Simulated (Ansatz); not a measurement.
# Dielectric response of KCl (001) films, part 3 of 5

Aim: the electronic and static ε of rocksalt KCl (001) from films of several thicknesses in a field.

Ansatz 0.2.0; plane-wave DFT, PBE, Ansatz PAW (the session's first sound run).

So far. Step 7 (Relaxing in the field, 6 atoms, field 0.05 V/Å): The dipole is 0.0494 e·Å, and the gap on the mesh 4.936 eV. Step 8 (Field on, atoms free, 6 atoms, field -0.05 V/Å): The dipole is -0.0494 e·Å, and the gap on the mesh 4.936 eV.

## (9) Response with the atoms relaxed, 6 atoms, units 3

This step: plane-wave DFT, PBE, Ansatz PAW; response to a field along the normal, atoms relaxed (Ansatz 0.2.0).

The two relaxed runs give the static response.

This step gave:

```yaml
equivalent_conductor_thickness_p_eps_0ae: 9.031 Å
distance_between_the_outer_atoms: 6.417 Å
```

Local field over the applied field, running mean. From the potentials at -0.05 and 0.05 V/Å; running mean over 3.145 Å, taken twice. Table of local field over applied field by z:

| z (Å) | local field over applied field |
| --- | --- |
| 5 | 0.958 |
| 6 | 0.818 |
| 7 | 0.578 |
| 8 | 0.288 |
| 9 | 0.142 |
| 10 | 0.0769 |
| 11 | 0.164 |
| 12 | 0.163 |
| 13 | 0.179 |
| 14 | 0.0987 |
| 15 | 0.103 |
| 16 | 0.235 |
| 17 | 0.489 |
| 18 | 0.765 |
| 19 | 0.925 |
| 20 | 0.992 |

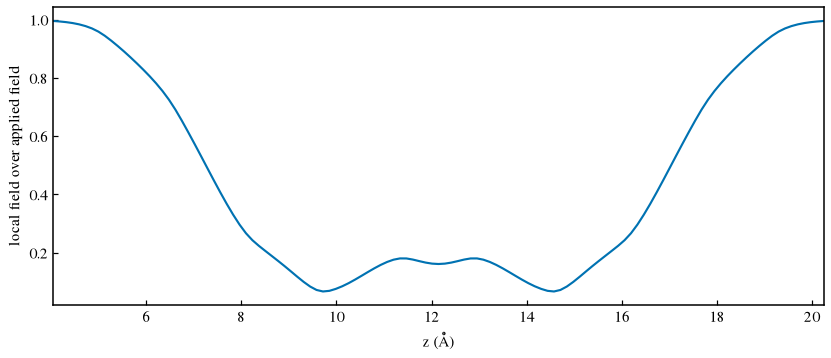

Local field over applied field against z.

The induced dipole is that of a conductor 9.03 Å thick.

## (10) Relaxation, 10 atoms, units 5

This step: plane-wave DFT, PBE, Ansatz PAW (Ansatz 0.2.0).

System of this step: KCl (001), 5 units. The cell holds 10 atoms: 5 K and 5 Cl. Its edges and angles: a = 4.448 Å, b = 4.448 Å, c = 30.580 Å, α = 90.0°, β = 90.0°, γ = 90.0°. It derives from KCl (rocksalt KCl). Vacuum lies along c.

The next thickness, treated alike, so that differences show the interior and the faces cancel.

input.yaml reads:

```yaml
crystal:
  lattice:
    - [4.44770165, 0.0, 0.0]
    - [0.0, 4.44770165, 0.0]
    - [0.0, 0.0, 30.58]
  atoms:
    - { symbol: K, position: [0.5, 0.5, 0.2943100065] }
    - { symbol: Cl, position: [0.0, 0.0, 0.2943100065] }
    - { symbol: K, position: [0.0, 0.0, 0.3971550033] }
    - { symbol: Cl, position: [0.5, 0.5, 0.3971550033] }
    - { symbol: K, position: [0.5, 0.5, 0.5] }
    - { symbol: Cl, position: [0.0, 0.0, 0.5] }
    - { symbol: K, position: [0.0, 0.0, 0.6028449967] }
    - { symbol: Cl, position: [0.5, 0.5, 0.6028449967] }
    - { symbol: K, position: [0.5, 0.5, 0.7056899935] }
    - { symbol: Cl, position: [0.0, 0.0, 0.7056899935] }
kpoints:
  mp_grid: { grid: [6, 6, 1] }
hamiltonian:
  xc: pbe
scf:
  occupations: { method: fixed }
  convergence: { dr2_threshold: 1.0e-09 }
efield:
  axis: 3
  dipole_correction: true
  ramp_position: 0.97
  ramp_width: 0.06
relax:
  f_tol: 0.003
  max_steps: 100
output:
  write_potential: true
  write_density: true
  volumetric_format: npy
```

Launch:

```
$ ansatz run input.yaml --threads 8 --pin off --max-ram 12288MiB --backend cpu --events-out ev --progress --plain --runs-dir out
```

Numbers of over 12 decimals in the logs are rounded to 6 here.

What it wrote:

```text
[...]
Crystal: 10 atoms, lattice volume = 604.935 Å³
Basis set: ecut = 420 eV, 11911 PW (Γ), exchange–correlation on 60×60×432 points (8 copies of the dense FFT grid, shifted against one another)
Bands: 50, of which v1, the nominal top of the filled ones, is band 40 counted from 1 (39 counted from 0)
Symmetry: 8 space group operations
k-points: 10 of 36
[...]
- { symbol: Cl, position: [0, 0.0, 0.290170] }
    - { symbol: K, position: [0, 0.0, 0.394879] }
    - { symbol: Cl, position: [0.5, 0.5, 0.395233] }
    - { symbol: K, position: [0.5, 0.5, 0.500000] }
    - { symbol: Cl, position: [0, 0.0, 0.500000] }
    - { symbol: K, position: [0, 0.0, 0.605120] }
    - { symbol: Cl, position: [0.5, 0.5, 0.604767] }
    - { symbol: K, position: [0.5, 0.5, 0.708337] }
    - { symbol: Cl, position: [0, 0.0, 0.709830] }
[key lines of the parts left out:]
SCF converged after 6 iterations
Free energy (F): -13105.830880 eV
Fermi energy:    -2.542276 eV
Dipole field:    D = -0.000000 V/Å  (p = -0.000000 e·Å, saw-weighted, corrected)
Work function:   Φ+ = 6.2283 eV   Φ− = 6.2283 eV
```

Elapsed: 9.8 s, on 8 threads of Arm Neoverse V2, shared host; peak memory 1.4 GiB.

Step by step:

| step | energy less that of the first step (eV) | largest force component (eV/Å) |
| --- | --- | --- |
| 1 | 0.0000 | 0.0849 |
| 2 | -0.0087 | 0.0176 |
| 3 | -0.0108 | 0.0027 |
| 4 | -0.0108 | 0.0011 |

The run keeps the 8 symmetry operations that it works with, so distortions that break them were not tested.

The atoms that moved most (Å):

| atom | dx | dy | dz | length |
| --- | --- | --- | --- | --- |
| Cl10 | 0.000 | 0.000 | 0.127 | 0.127 |
| Cl2 | 0.000 | 0.000 | -0.127 | 0.127 |
| K1 | 0.000 | 0.000 | -0.081 | 0.081 |
| K9 | 0.000 | 0.000 | 0.081 | 0.081 |
| K3 | 0.000 | 0.000 | -0.070 | 0.070 |
| K7 | 0.000 | 0.000 | 0.070 | 0.070 |
| Cl8 | 0.000 | 0.000 | 0.059 | 0.059 |
| Cl4 | 0.000 | 0.000 | -0.059 | 0.059 |

The relaxation took 4 steps and lowered the energy by 0.011 eV; the largest force on the free atoms ends at 0.0011 eV/Å.

The gap is 4.99 eV, with the valence edge 6.23 eV and the conduction edge 1.24 eV under the upper vacuum level.

## (11) The relaxed film, single point, 10 atoms, units 5

The next thickness, treated alike, so that differences show the interior and the faces cancel.

input.yaml, the sections that differ from step 10:

```yaml
crystal:
  lattice:
    - [4.44770165, 0.0, 0.0]
    - [0.0, 4.44770165, 0.0]
    - [0.0, 0.0, 30.58]
  atoms:
    - { symbol: K, position: [0.5, 0.5, 0.2916627946] }
    - { symbol: Cl, position: [0.0, 0.0, 0.2901700984] }
    - { symbol: K, position: [0.0, 0.0, 0.3948794946] }
    - { symbol: Cl, position: [0.5, 0.5, 0.3952329066] }
    - { symbol: K, position: [0.5, 0.5, 0.4999999955] }
    - { symbol: Cl, position: [0.0, 0.0, 0.5000000019] }
    - { symbol: K, position: [0.0, 0.0, 0.6051204965] }
    - { symbol: Cl, position: [0.5, 0.5, 0.6047671019] }
    - { symbol: K, position: [0.5, 0.5, 0.7083372021] }
    - { symbol: Cl, position: [0.0, 0.0, 0.7098299077] }
output:
  eigenvalues: true
  write_potential: true
  write_density: true
  volumetric_format: npy
  elf: true
# kpoints, hamiltonian, scf, efield: as in step 10
# relax: removed
```

What it wrote:

```text
[...]
Crystal: 10 atoms, lattice volume = 604.935 Å³
Basis set: ecut = 420 eV, 11911 PW (Γ)
Bands: 50, of which v1, the nominal top of the filled ones, is band 40 counted from 1 (39 counted from 0)
Symmetry: 8 space group operations
k-points: 10 of 36
[...]
k-point 1: bands = [... 36 lower, -2.6908, -2.6344, -2.6030, -2.5997, 2.7970, 2.8954, 3.4151, 3.9903, ... 6 higher]
  k-point 2: bands = [... 36 lower, -2.7137, -2.7106, -2.7099, -2.6992, 3.5681, 3.5984, 4.1700, 4.5897, ... 6 higher]
  k-point 9: bands = [... 36 lower, -2.8274, -2.8274, -2.6630, -2.6395, 4.0774, 4.0774, 4.5168, 4.5168, ... 6 higher]
[key lines of the parts left out:]
SCF converged after 7 iterations
Free energy (F): -13105.830934 eV
Fermi energy:    -2.542262 eV
Dipole field:    D = -0.000000 V/Å  (p = -0.000002 e·Å, saw-weighted, corrected)
Work function:   Φ+ = 6.2283 eV   Φ− = 6.2283 eV
```

Wall time 3.9 s (8 threads); peak memory 1.4 GiB.

The gap is 4.99 eV, with the valence edge 6.23 eV and the conduction edge 1.24 eV under the upper vacuum level.

## (12) Atoms held, 10 atoms, units 5, field 0.05 V/Å

input.yaml: that of step 11 with these lines changed.

```diff
@@ -22,3 +22,3 @@
   occupations: { method: fixed }
-  convergence: { dr2_threshold: 1.0e-09 }
+  convergence: { dr2_threshold: 1.0e-10 }
 efield:
@@ -28,4 +28,4 @@
   ramp_width: 0.06
+  amplitude: 0.05
 output:
-  eigenvalues: true
   write_potential: true
@@ -33,2 +33 @@
   volumetric_format: npy
-  elf: true
```

What it wrote:

```text
[...]
Crystal: 10 atoms, lattice volume = 604.935 Å³
Basis set: ecut = 420 eV, 11911 PW (Γ)
Bands: 50, of which v1, the nominal top of the filled ones, is band 40 counted from 1 (39 counted from 0)
Symmetry: 8 space group operations
k-points: 10 of 36
[...]
k-point 0: bands = [... 36 lower, -2.6271, -2.5711, -2.4112, -2.4112, 2.3477, 2.6760, 3.1109, 3.6305, ... 6 higher]
  k-point 1: bands = [... 36 lower, -2.6869, -2.6076, -2.5505, -2.4663, 2.6605, 3.0083, 3.4064, 3.8946, ... 6 higher]
  k-point 2: bands = [... 36 lower, -2.8048, -2.7854, -2.5798, -2.5726, 3.3762, 3.7780, 4.1553, 4.5364, ... 6 higher]
  k-point 9: bands = [... 36 lower, -2.7815, -2.7270, -2.7270, -2.5154, 4.0625, 4.0625, 4.5204, 4.5204, ... 6 higher]
[key lines of the parts left out:]
SCF converged after 11 iterations
Free energy (F): -13105.832195 eV
Fermi energy:    -2.411226 eV
Dipole field:    D = 0.015080 V/Å  (p = 0.050415 e·Å, saw-weighted, corrected)
```

It took 4.7 s on 8 threads; peak memory 1.4 GiB.

The dipole is 0.0504 e·Å, and the gap on the mesh 4.759 eV.

## (13) Atoms held, 10 atoms, units 5, field -0.05 V/Å

input.yaml: that of step 12 with these lines changed.

```diff
@@ -28,3 +28,3 @@
   ramp_width: 0.06
-  amplitude: 0.05
+  amplitude: -0.05
 output:
```

What it wrote:

```text
[...]
Crystal: 10 atoms, lattice volume = 604.935 Å³
Basis set: ecut = 420 eV, 11911 PW (Γ)
Bands: 50, of which v1, the nominal top of the filled ones, is band 40 counted from 1 (39 counted from 0)
Symmetry: 8 space group operations
k-points: 10 of 36
[...]
k-point 0: bands = [... 36 lower, -2.6271, -2.5712, -2.4112, -2.4112, 2.3478, 2.6760, 3.1109, 3.6305, ... 6 higher]
  k-point 1: bands = [... 36 lower, -2.6869, -2.6076, -2.5505, -2.4663, 2.6605, 3.0083, 3.4064, 3.8946, ... 6 higher]
  k-point 2: bands = [... 36 lower, -2.8048, -2.7854, -2.5798, -2.5726, 3.3762, 3.7780, 4.1553, 4.5364, ... 6 higher]
  k-point 9: bands = [... 36 lower, -2.7815, -2.7270, -2.7270, -2.5154, 4.0625, 4.0625, 4.5204, 4.5204, ... 6 higher]
[key lines of the parts left out:]
SCF converged after 11 iterations
Free energy (F): -13105.832195 eV
Fermi energy:    -2.411230 eV
Dipole field:    D = -0.015081 V/Å  (p = -0.050416 e·Å, saw-weighted, corrected)
```

It took 4.6 s on 8 threads; peak memory 1.4 GiB; 33 s of CPU time.

The dipole is -0.0504 e·Å, and the gap on the mesh 4.759 eV.

## (14) Response with the atoms held, 10 atoms, units 5

This step: plane-wave DFT, PBE, Ansatz PAW; response to a field along the normal, atoms held (Ansatz 0.2.0).

Local field over the applied field, running mean. From the potentials at -0.05 and 0.05 V/Å; running mean over 3.145 Å, taken twice. Table of local field over applied field by z:

| z (Å) | local field over applied field |
| --- | --- |
| 5.0 | 0.976 |
| 7.5 | 0.664 |
| 10.0 | 0.431 |
| 12.5 | 0.434 |
| 15.0 | 0.435 |
| 17.5 | 0.435 |
| 20.0 | 0.428 |
| 22.5 | 0.572 |
| 25.0 | 0.940 |

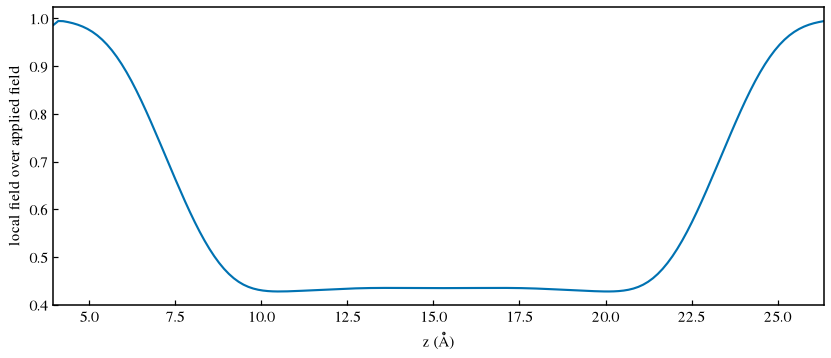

Local field over applied field, plotted against z.

The induced dipole is that of a conductor 9.22 Å thick.

## (15) Relaxing in the field, 10 atoms, units 5, field 0.05 V/Å

This step: plane-wave DFT, PBE, Ansatz PAW (Ansatz 0.2.0).

The same pair of relaxations in the field for this thickness.

input.yaml: that of step 13 with these lines changed.

```diff
@@ -28,3 +28,6 @@
   ramp_width: 0.06
-  amplitude: -0.05
+  amplitude: 0.05
+relax:
+  f_tol: 0.0006
+  max_steps: 70
 output:
```

What it wrote:

```text
[...]
Crystal: 10 atoms, lattice volume = 604.935 Å³
Basis set: ecut = 420 eV, 11911 PW (Γ), exchange–correlation on 60×60×432 points (8 copies of the dense FFT grid, shifted against one another)
Bands: 50, of which v1, the nominal top of the filled ones, is band 40 counted from 1 (39 counted from 0)
Symmetry: 8 space group operations
k-points: 10 of 36
[...]
- { symbol: K, position: [0.5, 0.5, 0.291897] }
    - { symbol: Cl, position: [0, 0.0, 0.289873] }
    - { symbol: K, position: [0, 0.0, 0.395005] }
    - { symbol: Cl, position: [0.5, 0.5, 0.395106] }
    - { symbol: K, position: [0.5, 0.5, 0.500187] }
    - { symbol: Cl, position: [0, 0.0, 0.499821] }
    - { symbol: K, position: [0, 0.0, 0.605250] }
    - { symbol: Cl, position: [0.5, 0.5, 0.604681] }
    - { symbol: K, position: [0.5, 0.5, 0.708608] }
    - { symbol: Cl, position: [0, 0.0, 0.709572] }
[key lines of the parts left out:]
SCF converged after 5 iterations
Free energy (F): -13105.832838 eV
Fermi energy:    -2.501104 eV
Dipole field:    D = 0.023421 V/Å  (p = 0.078297 e·Å, saw-weighted, corrected)
```

The job ended after 9.8 s (8 threads; peak memory 1.4 GiB).

Relaxation path:

| step | energy less that of the first step (eV) | largest force component (eV/Å) |
| --- | --- | --- |
| 1 | 0.0000 | 0.0254 |
| 2 | -0.0007 | 0.0064 |
| 3 | -0.0007 | 0.0007 |
| 4 | -0.0007 | 0.0001 |

Forces are held to the 8 operations that the run works with; a distortion that breaks them can't arise in this run.

The relaxed structure:

```xyz
10
Lattice="4.4477 0.0000 0.0000 0.0000 4.4477 0.0000 0.0000 0.0000 30.5800" Properties=species:S:1:pos:R:3
K     2.2239    2.2239    8.9262
Cl    0.0000    0.0000    8.8643
K     0.0000    0.0000   12.0793
Cl    2.2239    2.2239   12.0823
K     2.2239    2.2239   15.2957
Cl    0.0000    0.0000   15.2845
K     0.0000    0.0000   18.5086
Cl    2.2239    2.2239   18.4911
K     2.2239    2.2239   21.6692
Cl    0.0000    0.0000   21.6987
```

The relaxation took 4 steps and lowered the energy by 7.0e-4 eV; the largest force on the free atoms ends at 1.2e-4 eV/Å.

The dipole is 0.0783 e·Å, and the gap on the mesh 4.925 eV.

## (16) Relaxing in the field, 10 atoms, units 5, field -0.05 V/Å

The opposite sign, again from the field-free geometry; the difference of the two cancels what relaxes without a field.

input.yaml: that of step 15 with these lines changed.

```diff
@@ -28,3 +28,3 @@
   ramp_width: 0.06
-  amplitude: 0.05
+  amplitude: -0.05
 relax:
```

What it wrote:

```text
[...]
Crystal: 10 atoms, lattice volume = 604.935 Å³
Basis set: ecut = 420 eV, 11911 PW (Γ), exchange–correlation on 60×60×432 points (8 copies of the dense FFT grid, shifted against one another)
Bands: 50, of which v1, the nominal top of the filled ones, is band 40 counted from 1 (39 counted from 0)
Symmetry: 8 space group operations
k-points: 10 of 36
[...]
- { symbol: K, position: [0.5, 0.5, 0.291392] }
    - { symbol: Cl, position: [0, 0.0, 0.290428] }
    - { symbol: K, position: [0, 0.0, 0.394750] }
    - { symbol: Cl, position: [0.5, 0.5, 0.395319] }
    - { symbol: K, position: [0.5, 0.5, 0.499813] }
    - { symbol: Cl, position: [0, 0.0, 0.500179] }
    - { symbol: K, position: [0, 0.0, 0.604995] }
    - { symbol: Cl, position: [0.5, 0.5, 0.604894] }
    - { symbol: K, position: [0.5, 0.5, 0.708103] }
    - { symbol: Cl, position: [0, 0.0, 0.710127] }
[key lines of the parts left out:]
SCF converged after 5 iterations
Free energy (F): -13105.832838 eV
Fermi energy:    -2.501104 eV
Dipole field:    D = -0.023421 V/Å  (p = -0.078297 e·Å, saw-weighted, corrected)
```

Run time: 9.8 s. Hardware: 8 threads; peak memory 1.4 GiB.

The steps of the relaxation:

| step | energy less that of the first step (eV) | largest force component (eV/Å) |
| --- | --- | --- |
| 1 | 0.0000 | 0.0254 |
| 2 | -0.0007 | 0.0064 |
| 3 | -0.0007 | 0.0007 |
| 4 | -0.0007 | 0.0001 |

The run keeps the 8 symmetry operations that it works with, so distortions that break them were not tested.

The relaxation took 4 steps and lowered the energy by 7.0e-4 eV; the largest force on the free atoms ends at 1.2e-4 eV/Å.

The dipole is -0.0783 e·Å, and the gap on the mesh 4.925 eV.

## (17) Response with the atoms relaxed, 10 atoms, units 5

This step: plane-wave DFT, PBE, Ansatz PAW; response to a field along the normal, atoms relaxed (Ansatz 0.2.0).

Local field over the applied field, running mean. From the potentials at -0.05 and 0.05 V/Å; running mean over 3.145 Å, taken twice. The local field over applied field by z:

| z (Å) | local field over applied field |
| --- | --- |
| 4 | 0.989 |
| 5 | 0.952 |
| 6 | 0.810 |
| 7 | 0.570 |
| 8 | 0.292 |
| 9 | 0.140 |
| 10 | 0.0738 |
| 11 | 0.137 |
| 12 | 0.160 |
| 13 | 0.200 |
| 14 | 0.171 |
| 15 | 0.163 |
| 16 | 0.159 |
| 17 | 0.186 |
| 18 | 0.192 |
| 19 | 0.150 |
| 20 | 0.110 |
| 21 | 0.0704 |
| 22 | 0.201 |
| 23 | 0.397 |
| 24 | 0.690 |
| 25 | 0.876 |
| 26 | 0.982 |

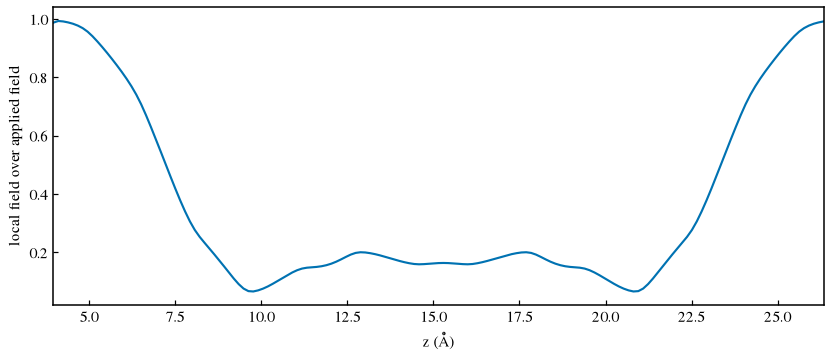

Local field over applied field against z.

The induced dipole is that of a conductor 14.32 Å thick.

## (18) Relaxation, 16 atoms, units 8

This step: plane-wave DFT, PBE, Ansatz PAW (Ansatz 0.2.0).

System of this step: KCl (001), 8 units. The cell holds 16 atoms: 8 K and 8 Cl. Its edges and angles: a = 4.448 Å, b = 4.448 Å, c = 40.015 Å, α = 90.0°, β = 90.0°, γ = 90.0°. It derives from KCl (rocksalt KCl). Vacuum lies along c.

The next thickness, treated alike, so that differences show the interior and the faces cancel.

input.yaml reads:

```yaml
crystal:
  lattice:
    - [4.44770165, 0.0, 0.0]
    - [0.0, 4.44770165, 0.0]
    - [0.0, 0.0, 40.015]
  atoms:
    - { symbol: K, position: [0.5, 0.5, 0.2249156566] }
    - { symbol: Cl, position: [0.0, 0.0, 0.2249156566] }
    - { symbol: K, position: [0.0, 0.0, 0.3035111833] }
    - { symbol: Cl, position: [0.5, 0.5, 0.3035111833] }
    - { symbol: K, position: [0.5, 0.5, 0.38210671] }
    - { symbol: Cl, position: [0.0, 0.0, 0.38210671] }
    - { symbol: K, position: [0.0, 0.0, 0.4607022367] }
    - { symbol: Cl, position: [0.5, 0.5, 0.4607022367] }
    - { symbol: K, position: [0.5, 0.5, 0.5392977633] }
    - { symbol: Cl, position: [0.0, 0.0, 0.5392977633] }
    - { symbol: K, position: [0.0, 0.0, 0.61789329] }
    - { symbol: Cl, position: [0.5, 0.5, 0.61789329] }
    - { symbol: K, position: [0.5, 0.5, 0.6964888167] }
    - { symbol: Cl, position: [0.0, 0.0, 0.6964888167] }
    - { symbol: K, position: [0.0, 0.0, 0.7750843434] }
    - { symbol: Cl, position: [0.5, 0.5, 0.7750843434] }
kpoints:
  mp_grid: { grid: [6, 6, 1] }
hamiltonian:
  xc: pbe
scf:
  occupations: { method: fixed }
  convergence: { dr2_threshold: 1.0e-09 }
efield:
  axis: 3
  dipole_correction: true
  ramp_position: 0.97
  ramp_width: 0.06
relax:
  f_tol: 0.003
  max_steps: 100
output:
  write_potential: true
  write_density: true
  volumetric_format: npy
```

What it wrote:

```text
[...]
Crystal: 16 atoms, lattice volume = 791.579 Å³
Basis set: ecut = 420 eV, 15605 PW (Γ), exchange–correlation on 60×60×540 points (8 copies of the dense FFT grid, shifted against one another)
Bands: 80, of which v1, the nominal top of the filled ones, is band 64 counted from 1 (63 counted from 0)
Symmetry: 8 space group operations
k-points: 10 of 36
[...]
- { symbol: K, position: [0.500000, 0.500000, 0.540090] }
    - { symbol: Cl, position: [0, 0.0, 0.540070] }
    - { symbol: K, position: [0, 0.0, 0.620194] }
    - { symbol: Cl, position: [0.500000, 0.500000, 0.620265] }
    - { symbol: K, position: [0.500000, 0.500000, 0.700581] }
    - { symbol: Cl, position: [0, 0.0, 0.700305] }
    - { symbol: K, position: [0, 0.0, 0.779473] }
    - { symbol: Cl, position: [0.500000, 0.500000, 0.780622] }
[key lines of the parts left out:]
SCF converged after 5 iterations
Free energy (F): -20969.498450 eV
Fermi energy:    -1.724171 eV
Dipole field:    D = -0.000000 V/Å  (p = -0.000001 e·Å, saw-weighted, corrected)
Work function:   Φ+ = 6.2312 eV   Φ− = 6.2311 eV
```

The job ended after 27 s (8 threads; peak memory 2.4 GiB; 3.4 min of CPU time).

Relaxation path:

| step | energy less that of the first step (eV) | largest force component (eV/Å) |
| --- | --- | --- |
| 1 | 0.0000 | 0.0849 |
| 2 | -0.0135 | 0.0199 |
| 3 | -0.0193 | 0.0040 |
| 4 | -0.0194 | 0.0026 |
| 5 | -0.0194 | 0.0006 |

Forces are held to the 8 operations that the run works with; a distortion that breaks them can't arise in this run.

The atoms that moved most (Å):

| atom | dx | dy | dz | length |
| --- | --- | --- | --- | --- |
| Cl16 | 0.000 | 0.000 | 0.222 | 0.222 |
| Cl2 | 0.000 | 0.000 | -0.222 | 0.222 |
| K15 | 0.000 | 0.000 | 0.176 | 0.176 |
| K1 | 0.000 | 0.000 | -0.176 | 0.176 |
| K13 | 0.000 | 0.000 | 0.164 | 0.164 |
| K3 | 0.000 | 0.000 | -0.164 | 0.164 |
| Cl14 | 0.000 | 0.000 | 0.153 | 0.153 |
| Cl4 | 0.000 | 0.000 | -0.153 | 0.153 |

Running mean over 3.145 Å of the planar mean; the ramp of the sawtooth is left out. Table of electron's electrostatic potential energy less the highest filled level by z:

| z (Å) | electron's electrostatic potential energy less the highest filled level (eV) |
| --- | --- |
| 5.0 | 6.23 |
| 7.5 | 2.89 |
| 10.0 | 1.57 |
| 12.5 | 1.48 |
| 15.0 | 1.47 |
| 17.5 | 1.54 |
| 20.0 | 1.69 |
| 22.5 | 1.54 |
| 25.0 | 1.47 |
| 27.5 | 1.48 |
| 30.0 | 1.57 |
| 32.5 | 2.84 |
| 35.0 | 6.23 |

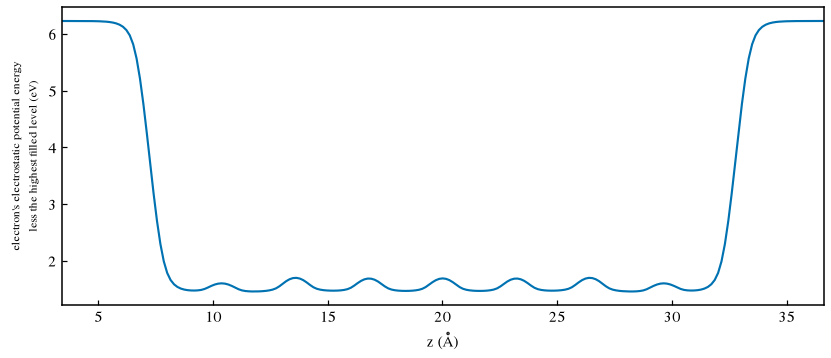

Electron's electrostatic potential energy less the highest filled level, plotted against z.

The relaxation took 5 steps and lowered the energy by 0.019 eV; the largest force on the free atoms ends at 6.4e-4 eV/Å.

The gap is 5.01 eV, with the valence edge 6.23 eV and the conduction edge 1.22 eV under the upper vacuum level.

(Continued in part 4 of 5.)

[Logs are printed without paths, hosts, clocks, repeated set-up lines and the standing remarks that a program may print on its own settings, such as how far it seeks lower states.]

[Hosts, paths, dates, database ids (printed as entryN), source tags and the programs' standing remarks are cut or masked in the printed files.]

[Maps of the electrostatic potential energy from Ansatz leave out the sawtooth potential of an applied field or a dipole correction, so their vacuum need not be flat; planar profiles and work functions include it.]
